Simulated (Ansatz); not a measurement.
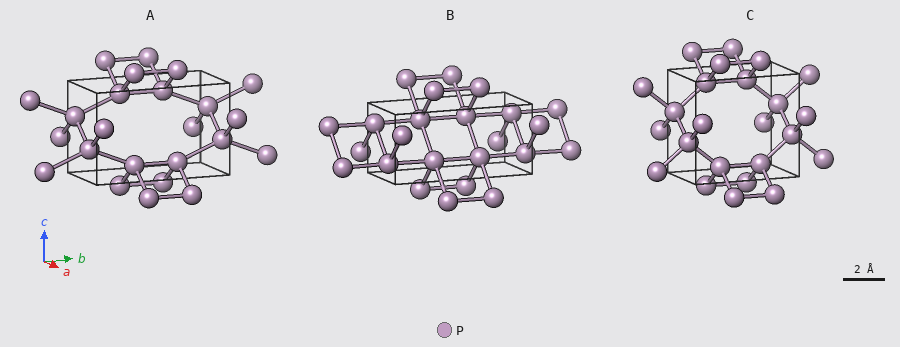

3 geometries from one relaxation of a crystal of P (a generated structure, set up in Pmma) (coarse preliminary run), in shuffled order. The picture is a ball-and-stick view of the cell of the calculation, seen slightly off an axis.

All numbers below come from DFT PBE, scalar-relativistic, plane waves, PAW (Ansatz 0.2.0). Settings: plane-wave cutoff 420 eV; k-point mesh 6 × 4 × 4; occupations gaussian; smearing width 0.1 eV; no spin polarisation; cell and atoms relaxed; force threshold 0.04 eV/Å; at most 70 steps.

**Put them in the order of the run, from the start to the converged end.**

C, A, B. They are steps 0, 6, 24, at +803 meV per atom, +246 meV per atom relative to the last. The largest moves relative to the cell, 0.49 Å, are those of P atoms. Cell: a 3.517 → 3.488 Å (−0.8 %), b 5.483 → 7.256 Å (+32.3 %), c 5.107 → 3.467 Å (−32.1 %). Volume −10.9 %. Some distances before and after: P–P 4.265 → 2.471 Å, P–P 2.141 → 2.446 Å, P–P 2.143 → 2.419 Å. New bonds form: P–P (4.27 → 2.47 Å), P–P (4.27 → 2.48 Å). Among the angles between lasting bonds that change: P–P–P 102.7° → 178.7°, P–P–P 141.4° → 179.4°, P–P–P 110.9° → 90.4°. The space group stays Pmma (No. 51). Over 19 accepted moves (24 points after the start) the energy falls by 803 meV per atom. Largest force component: 0.32 eV/Å at the start, 0.00046 eV/Å at the end. The pressure goes from 23.33 to 0.05 GPa. The line search rejected the trial steps at points 11, 12, 16 of the run. At 2 points the geometry stayed and the basis and grid were re-selected for the new cell (energy shift of 27.2 meV per atom at most each time). The run took 110 s on 1 thread of Arm Neoverse V2 (shared host), peak memory 0.35 GiB.
